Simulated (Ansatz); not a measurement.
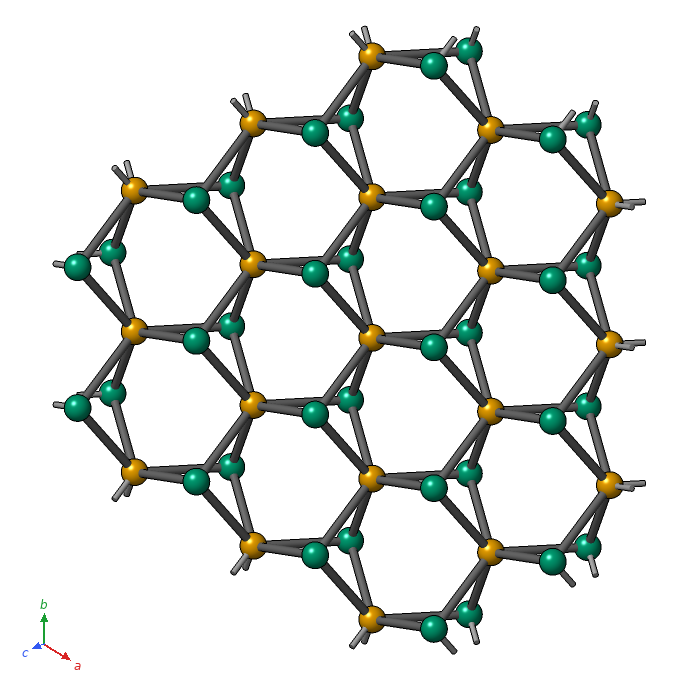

The picture shows a finite piece of the underlying net of a crystal structure, nodes on the atoms' positions. Nodes are coloured by topological kind. One layer is drawn. Short stubs are edges that leave the cut-out.

### Describe the net.

A binodal (3,6)-connected, two-periodic (layers) net. It is the net of the trigonal-prismatic layers of 2H-MoS2.

### Give point symbol and coordination sequence of each kind of node.

3-connected node: 4^3, sequence 3, 13, 9, 24, 15, 36; 6-connected node: 4^3.6^12, sequence 6, 6, 18, 12, 30, 18.

Where the net comes from. The compound is WS₂ (space group R3m, No. 160), taken as the end point of a relaxation with DFT PBE+D3(BJ), scalar-relativistic, plane waves, PAW in Ansatz. Bonds are taken as S–W below 2.7 Å. The graph is simplified in the usual way: terminal and isolated atoms are pruned, two-connected atoms become edges. S is a 3-connected node; W is a 6-connected node, in the ratio 2:1.
